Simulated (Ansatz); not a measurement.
Geometry relaxation, with input and output: Pb (part 1 of 3)

- system: Pb (12 atoms in the cell)
- method: DFT r2SCAN, scalar-relativistic, plane waves, PAW (Ansatz 0.2.0)

The structure was made by swapping elements on the sites of another compound; it need not be a known phase. The run did not end well. It belongs to a series of runs on one base structure; here: C -> Pb on all its sites, cell and atoms relaxed. Figures and captions count atoms from 1; the log counts them from 0 in places.

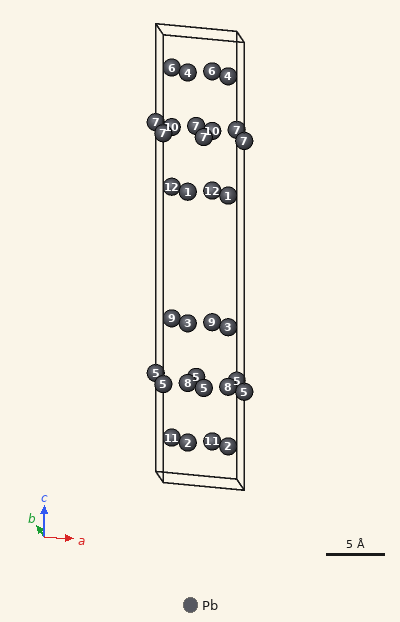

The starting structure (spheres-only view of the 2 × 1 repeat of the cell, with the vacuum cut short, seen slightly off an axis; atoms are numbered from 1 in the order of the input). An atom can appear more than once, as a periodic image.

Input file
```yaml
crystal:
  lattice:
    - [3.7423527038, 0.0, 0.0]
    - [-1.8711763519, 3.2409725114, 0.0]
    - [0.0, 0.0, 45.2126278372]
  atoms:
    - { symbol: Pb, position: [0.6666666667, 0.3333333333, 0.9968722164] }
    - { symbol: Pb, position: [0.6666666667, 0.3333333333, 0.4968761714] }
    - { symbol: Pb, position: [0.6666666667, 0.3333333333, 0.7344514427] }
    - { symbol: Pb, position: [0.6666666667, 0.3333333333, 0.2344554234] }
    - { symbol: Pb, position: [0.0, 0.0, 0.6156723512] }
    - { symbol: Pb, position: [0.3333333333, 0.6666666667, 0.2344514427] }
    - { symbol: Pb, position: [0.0, 0.0, 0.1156723512] }
    - { symbol: Pb, position: [0.6666666667, 0.3333333333, 0.6156723849] }
    - { symbol: Pb, position: [0.3333333333, 0.6666666667, 0.7344554234] }
    - { symbol: Pb, position: [0.3333333333, 0.6666666667, 0.1156723849] }
    - { symbol: Pb, position: [0.3333333333, 0.6666666667, 0.4968722164] }
    - { symbol: Pb, position: [0.3333333333, 0.6666666667, 0.9968761714] }
basis:
  ecutwfc: 500
kpoints:
  mp_grid: { grid: [6, 6, 1] }
hamiltonian:
  xc: r2scan
scf:
  occupations: { method: gaussian, width: 0.1 }
output:
  forces: true
  stress: true
  eigenvalues: true
relax:
  adjacent_minimum: "off"
  f_tol: 0.05
  max_steps: 60
  cell: { stress_tol: 0.5 }
```

Command:
```bash
ansatz run input.yaml --threads 2 --pin off --max-ram 5120MiB --backend cpu --events-out ev --progress --plain --runs-dir out
```

The program's output
```
Warning: the atoms were moved onto the symmetric positions of the space group found under crystal.symmetry.tolerance 1.0e-5 (fractional; no operation is sought that the atoms, as they stand in a round, miss by more than twice it, and no atom is moved by as much as it), and the run uses the moved positions. Before a round's move an operation carried an atom to 5.17e-4 Å from where it should land, the largest such distance. Atom 7 (counting from 0) moved farthest, by 2.59e-4 Å; the longest move in fractions of the cell, of whichever atom, is 0.57 of the tolerance, in 1 round. To run the atoms as typed, lower crystal.symmetry.tolerance until the operations that they miss are no longer found, or set crystal.symmetry.detect: false (a key that needs symmetry detection or time reversal refuses this as the deck is read). The positions used, in the order of the run's atom list: position: [0.6666666666666666, 0.3333333333333333, 0.9968750615]; position: [0.6666666666666666, 0.3333333333333333, 0.49687902935]; position: [0.6666666666666666, 0.3333333333333333, 0.73445430065]; position: [0.6666666666666666, 0.3333333333333333, 0.2344582685]; position: [0.0, 0.0, 0.615666665]; position: [0.3333333333333333, 0.6666666666666666, 0.23445430065]; position: [0.0, 0.0, 0.115666665]; position: [0.6666666666666666, 0.3333333333333333, 0.615666665]; position: [0.3333333333333333, 0.6666666666666666, 0.7344582685000001]; position: [0.3333333333333333, 0.6666666666666666, 0.11566666499999997]; position: [0.3333333333333333, 0.6666666666666666, 0.4968750615]; position: [0.3333333333333333, 0.6666666666666666, 0.9968790293500001]; The lattice was moved too: crystal.lattice keeps the space group found at crystal.symmetry.tolerance 1.0e-5 only nearly: the operation that it misses by the most changes a squared length by the fraction 6.51e-12. The run uses the lattice that is a stretch of the typed one, with no rotation, onto the one that keeps every operation to a double's rounding (on a very oblique basis the stretch itself rounds by more); the deck's lattice vector that moved farthest moved by 7.03e-12 Å. To run the lattice as typed, set crystal.symmetry.detect: false, as for the atoms. crystal.lattice made exact, in Å and degrees: [[3.7423527037929674, 0.0, 0.0], [-1.8711763518964837, 3.24097251140609, 0.0], [0.0, 0.0, 45.2126278372]]. Pasted over the deck's crystal.lattice, beside positions in fractional coordinates, it runs the same cell (given as lengths and angles, that cell in the form's own orientation, a rigid turn of the misfit's size from the one run here, for which a checkpoint.post_process_only pass over this run's state can be refused: where this run relaxes nothing, give such a pass this deck's own crystal.lattice, as typed; behind a relaxation, as crystal.lattice, the state's own cell, identity.cell in its checkpoint.json), and a matrix so pasted ends this notice, except on a very skew basis of the lattice, where the rounding of the pasted numbers themselves can read as a misfit: the cell is then moved again, and that move is told again. The lattice as run is in this notice's lattice.as_run_ang field (Run.prep()["deck_notices"] in Python, the deck_notice line of an events file, deck_notices of ansatz run --dry-run=json, or deck_notices in record.json in the deck's checkpoint.write directory).
Engine: ansatz 0.2.0, x86_64-unknown-linux-gnu
Pseudopotentials: kind: paw
Pseudopotential: Pb, paw, valence charge 14, recommended cutoff 500 eV (meta_gga), Pb.paw.azcp
Functional definition: r2SCAN
  parameter k0 = 0.174
  parameter k1 = 0.065
  parameter a1 = 4.9479
  exchange = r2scan_x(k0 = k0, k1 = k1, a1 = a1)
  correlation = r2scan_c
Crystal: 12 atoms, lattice volume = 548.378 Å³
Basis set: ecut = 500 eV, 13857 PW (Γ), exchange–correlation on 120×120×1440 points (64 copies of the dense FFT grid, shifted against one another)
Bands: 101, of which v1, the nominal top of the filled ones, is band 84 counted from 1 (83 counted from 0)
Symmetry: 24 space group operations
Space group: P63/mmc (ITA 194), of the structure as read, at distance tolerance 8.2e-5 Å
k-points: 7 of 36
Non-local potential: Pb, projectors of the file, l = 0: 2, l = 1: 2, l = 2: 2, l = 3: 2
PAW form: soft (Blöchl's): semilocal exchange-correlation on the pseudo side does not see the compensation charge
PAW frozen core: Pb, regenerated for the run's functional (the file was generated under x = pbe(κ = 0.804, μ = 0.2195149727645171), c = pbe(β = 0.06672455060314922))
PAW one-centre angular grid: Pb, 590 points (default); XC on 160 Gauss nodes
Initial density: superposition of atomic densities (neutral atoms: chi_scale 0, normalization atom), corrected by the library's trained network
Initial wavefunctions: pseudopotential atomic-orbital guess
Functional: x = r2scan, c = r2scan; τ floored in thin density (d = 2e-4 eV/Å³)
SCF iter   1: F=—  HF=-142965.315195 eV  |F-HF|=—  |Δ(HF+E_count)|=         —  Δρ=9.13e-3  dr2=3.50e-1  dr2_τ=1.20e0  ethr=1.77e-3  ⟨swp⟩=35.1  Hψ=7902  notcnv=0  defer=10
preconditioner: auto → Resta (q_TF=auto, 2.240 Å⁻¹)  ε∞=2.0  [insulator: Δε(μ)=0.700 eV  Ē_g=20.378 eV  σ=0.100 eV  W_gap=1.00  n_scr=134 (ndim 8)  ℏωp=20.6 eV  f_vac=0.422  D(μ)=0.00/eV (n_scr^D=0)  ε∞_Penn≈2.0  vacuum switching on, ρ_ref=3.0e-2 e/Å³]
SCF iter   2: F=—  HF=-142966.034830 eV  |F-HF|=—  |Δ(HF+E_count)|=   7.20e-1  Δρ=4.11e-3  dr2=6.42e-2  dr2_τ=1.59e-3  ethr=2.08e-4  ⟨swp⟩=7.0  Hψ=1901  notcnv=0  defer=69
SCF iter   3: F=—  HF=-142966.076199 eV  |F-HF|=—  |Δ(HF+E_count)|=   4.14e-2  Δρ=9.40e-4  dr2=1.14e-2  dr2_τ=2.69e-4  ethr=3.82e-5  ⟨swp⟩=4.4  Hψ=1468  notcnv=0  defer=69
SCF iter   4: F=—  HF=-142966.078418 eV  |F-HF|=—  |Δ(HF+E_count)|=   2.22e-3  Δρ=3.61e-4  dr2=3.20e-3  dr2_τ=6.68e-5  ethr=6.76e-6  ⟨swp⟩=4.1  Hψ=1395  notcnv=0  defer=69
SCF iter   5: F=—  HF=-142966.078646 eV  |F-HF|=—  |Δ(HF+E_count)|=   2.27e-4  Δρ=1.18e-4  dr2=1.01e-4  dr2_τ=1.76e-6  ethr=1.91e-6  ⟨swp⟩=5.1  Hψ=1452  notcnv=0  defer=69
SCF iter   6: F=—  HF=-142966.078857 eV  |F-HF|=—  |Δ(HF+E_count)|=   2.12e-4  Δρ=1.63e-5  dr2=3.74e-6  dr2_τ=8.68e-8  ethr=6.00e-8  ⟨swp⟩=8.4  Hψ=1903  notcnv=0  defer=69
SCF iter   7: F=—  HF=-142966.078966 eV  |F-HF|=—  |Δ(HF+E_count)|=   1.08e-4  Δρ=3.10e-6  dr2=4.43e-8  dr2_τ=3.65e-9  ethr=5.95e-11  ⟨swp⟩=50.4  Hψ=11055  notcnv=0
SCF iter   8: F=-142966.078966 eV  HF=-142966.078966 eV  |F-HF|=4.63e-9  |Δ(HF+E_count)|=   6.61e-8  Δρ=7.00e-7  dr2=2.76e-9  dr2_τ=1.10e-10  ethr=2.64e-11  ⟨swp⟩=8.7  Hψ=3578  notcnv=0
SCF 1 converged in 8 iterations: F = -142966.078966 eV  dr2 = 2.76e-9
  greatest PAW one-centre occupation: 0.978 electrons in one spin orbital (limit 2), on the Pb atom at site 9 (counted from 0), in its partial waves of l = 2
relax step   1: F+E_penalty+E_count = -142966.07896602 eV  Δ(F+E_penalty+E_count) = +0.000e0 eV  max|allowed force component| = 2.636e-2 eV/Å  Δτ_max = 0.0000 Å  P = +72.785 GPa  Ω = 548.378 Å³  (8 SCF iters, dr2 threshold 1.00e-7 eV, accepted)
Crystal: 12 atoms, lattice volume = 603.050 Å³
Basis set: ecut = 500 eV, 15255 PW (Γ), exchange–correlation on 120×120×1440 points (64 copies of the dense FFT grid, shifted against one another)
Initial density: handed on by an earlier stage of this run
Initial wavefunctions: those handed on with the density
iter 1 solved again at ethr=1.10e-4 eV; its pass at ethr=3.10e-3 eV (dr2=1.84e-1 eV) is discarded
SCF iter   1: F=—  HF=-142993.627751 eV  |F-HF|=—  |Δ(HF+E_count)|=         —  Δρ=4.61e-3  dr2=1.83e-1  dr2_τ=1.47e0  ethr=1.10e-4  ⟨swp⟩=3.6  Hψ=5672  notcnv=0
preconditioner: auto → LDOS  [insulator: Δε(μ)=0.368 eV  Ē_g=19.235 eV  σ=0.100 eV  W_gap=0.99  n_scr=132 (ndim 8)  ℏωp=19.6 eV  f_vac=0.455  D(μ)=0.13/eV (n_scr^D=2)  ε∞_Penn≈2.0  β→1.0]
SCF iter   2: F=—  HF=-142995.634065 eV  |F-HF|=—  |Δ(HF+E_count)|=    2.01e0  Δρ=1.73e-3  dr2=4.24e-2  dr2_τ=5.27e-4  ethr=1.09e-4  ⟨swp⟩=4.1  Hψ=1734  notcnv=0  defer=4
SCF iter   3: F=—  HF=-142995.616304 eV  |F-HF|=—  |Δ(HF+E_count)|=   1.78e-2  Δρ=4.59e-4  dr2=7.69e-4  dr2_τ=1.07e-5  ethr=2.52e-5  ⟨swp⟩=2.9  Hψ=1116  notcnv=0  defer=30
SCF iter   4: F=—  HF=-142995.616642 eV  |F-HF|=—  |Δ(HF+E_count)|=   3.38e-4  Δρ=2.30e-4  dr2=3.18e-4  dr2_τ=8.51e-6  ethr=4.57e-7  ⟨swp⟩=3.7  Hψ=1414  notcnv=0  defer=30
SCF iter   5: F=—  HF=-142995.616505 eV  |F-HF|=—  |Δ(HF+E_count)|=   1.37e-4  Δρ=2.47e-5  dr2=1.16e-5  dr2_τ=3.58e-7  ethr=1.90e-7  ⟨swp⟩=2.7  Hψ=1279  notcnv=0  defer=30
SCF iter   6: F=—  HF=-142995.616507 eV  |F-HF|=—  |Δ(HF+E_count)|=   1.30e-6  Δρ=1.69e-5  dr2=1.04e-5  dr2_τ=1.46e-7  ethr=7.14e-10  ⟨swp⟩=45.9  Hψ=7135  notcnv=0
SCF iter   7: F=—  HF=-142995.616506 eV  |F-HF|=—  |Δ(HF+E_count)|=   1.12e-6  Δρ=7.54e-6  dr2=2.09e-6  dr2_τ=4.50e-9  ethr=6.18e-9  ⟨swp⟩=2.0  Hψ=720  notcnv=0
SCF iter   8: F=-142995.616505 eV  HF=-142995.616505 eV  |F-HF|=1.03e-7  |Δ(HF+E_count)|=   2.16e-7  Δρ=1.80e-6  dr2=1.16e-7  dr2_τ=6.06e-10  ethr=7.14e-10  ⟨swp⟩=14.0  Hψ=3326  notcnv=0
SCF 2 converged in 8 iterations: F = -142995.616505 eV  dr2 = 1.16e-7
  greatest PAW one-centre occupation: 0.975 electrons in one spin orbital (limit 2), on the Pb atom at site 9 (counted from 0), in its partial waves of l = 2
relax step   2: F+E_penalty+E_count = -142995.61650528 eV  Δ(F+E_penalty+E_count) = -2.954e1 eV  max|allowed force component| = 2.668e-2 eV/Å  Δτ_max = 0.0003 Å  P = +44.596 GPa  Ω = 603.050 Å³  energy of the carried Pulay correction = -4.409e-3 eV  (8 SCF iters, dr2 threshold 1.20e-6 eV, accepted)
[... from here on the SCF iterations and repeated set-up lines of each step are left out, up to the last step ...]
SCF 3 converged in 7 iterations: F = -143014.760209 eV  dr2 = 1.76e-7
relax step   3: F+E_penalty+E_count = -143014.76020896 eV  Δ(F+E_penalty+E_count) = -1.914e1 eV  max|allowed force component| = 4.286e-2 eV/Å  Δτ_max = 0.0008 Å  P = +27.834 GPa  Ω = 660.687 Å³  energy of the carried Pulay correction = -8.713e-3 eV  (7 SCF iters, dr2 threshold 1.20e-6 eV, accepted)
SCF 4 converged in 6 iterations: F = -143027.149033 eV  dr2 = 9.67e-7
relax step   4: F+E_penalty+E_count = -143027.14903256 eV  Δ(F+E_penalty+E_count) = -1.239e1 eV  max|allowed force component| = 5.334e-2 eV/Å  Δτ_max = 0.0025 Å  P = +16.295 GPa  Ω = 720.736 Å³  energy of the carried Pulay correction = -1.288e-2 eV  (6 SCF iters, dr2 threshold 1.20e-6 eV, accepted)
SCF 5 converged in 6 iterations: F = -143034.413986 eV  dr2 = 1.12e-6
relax step   5: F+E_penalty+E_count = -143034.41398574 eV  Δ(F+E_penalty+E_count) = -7.265e0 eV  max|allowed force component| = 8.102e-2 eV/Å  Δτ_max = 0.0052 Å  P = +8.943 GPa  Ω = 781.917 Å³  energy of the carried Pulay correction = -1.685e-2 eV  (6 SCF iters, dr2 threshold 1.20e-6 eV, accepted)
SCF 6 converged in 7 iterations: F = -143038.389853 eV  dr2 = 2.37e-7
relax step   6: F+E_penalty+E_count = -143038.38985342 eV  Δ(F+E_penalty+E_count) = -3.976e0 eV  max|allowed force component| = 2.025e-1 eV/Å  Δτ_max = 0.0199 Å  P = +4.294 GPa  Ω = 843.270 Å³  energy of the carried Pulay correction = -2.065e-2 eV  (7 SCF iters, dr2 threshold 1.20e-6 eV, accepted)
SCF 7 converged in 8 iterations: F = -143041.002068 eV  dr2 = 8.87e-7
relax step   7: F+E_penalty+E_count = -143041.00206824 eV  Δ(F+E_penalty+E_count) = -2.612e0 eV  max|allowed force component| = 1.088e0 eV/Å  Δτ_max = 0.1938 Å  P = +1.284 GPa  Ω = 893.982 Å³  energy of the carried Pulay correction = -2.395e-2 eV  (8 SCF iters, dr2 threshold 1.20e-6 eV, accepted)
SCF 8 converged in 9 iterations: F = -143042.426308 eV  dr2 = 9.30e-8
relax step   8: F+E_penalty+E_count = -143042.42630754 eV  Δ(F+E_penalty+E_count) = -1.424e0 eV  max|allowed force component| = 5.908e-1 eV/Å  Δτ_max = 0.1960 Å  P = -0.113 GPa  Ω = 916.684 Å³  energy of the carried Pulay correction = -2.538e-2 eV  (9 SCF iters, dr2 threshold 1.20e-6 eV, accepted)
SCF 9 converged in 8 iterations: F = -143042.689561 eV  dr2 = 5.71e-7
relax step   9: F+E_penalty+E_count = -143042.68956078 eV  Δ(F+E_penalty+E_count) = -2.633e-1 eV  max|allowed force component| = 4.623e-1 eV/Å  Δτ_max = 0.2000 Å  P = -0.201 GPa  Ω = 906.882 Å³  energy of the carried Pulay correction = -2.513e-2 eV  (8 SCF iters, dr2 threshold 1.20e-6 eV, accepted)
SCF 10 converged in 9 iterations: F = -143043.012087 eV  dr2 = 2.28e-7
relax step  10: F+E_penalty+E_count = -143043.01208710 eV  Δ(F+E_penalty+E_count) = -3.225e-1 eV  max|allowed force component| = 3.168e-1 eV/Å  Δτ_max = 0.1993 Å  P = -0.495 GPa  Ω = 890.032 Å³  energy of the carried Pulay correction = -2.477e-2 eV  (9 SCF iters, dr2 threshold 1.20e-6 eV, accepted)
SCF 11 converged in 9 iterations: F = -143043.394859 eV  dr2 = 2.45e-7
relax step  11: F+E_penalty+E_count = -143043.39485935 eV  Δ(F+E_penalty+E_count) = -3.828e-1 eV  max|allowed force component| = 3.080e-1 eV/Å  Δτ_max = 0.1944 Å  P = -0.521 GPa  Ω = 857.995 Å³  energy of the carried Pulay correction = -2.383e-2 eV  (9 SCF iters, dr2 threshold 1.20e-6 eV, accepted)
SCF 12 converged in 9 iterations: F = -143043.828323 eV  dr2 = 2.38e-7
relax step  12: F+E_penalty+E_count = -143043.82832256 eV  Δ(F+E_penalty+E_count) = -4.335e-1 eV  max|allowed force component| = 2.905e-1 eV/Å  Δτ_max = 0.1957 Å  P = -0.396 GPa  Ω = 823.571 Å³  energy of the carried Pulay correction = -2.274e-2 eV  (9 SCF iters, dr2 threshold 1.20e-6 eV, accepted)
SCF 13 converged in 9 iterations: F = -143044.204594 eV  dr2 = 3.37e-7
```
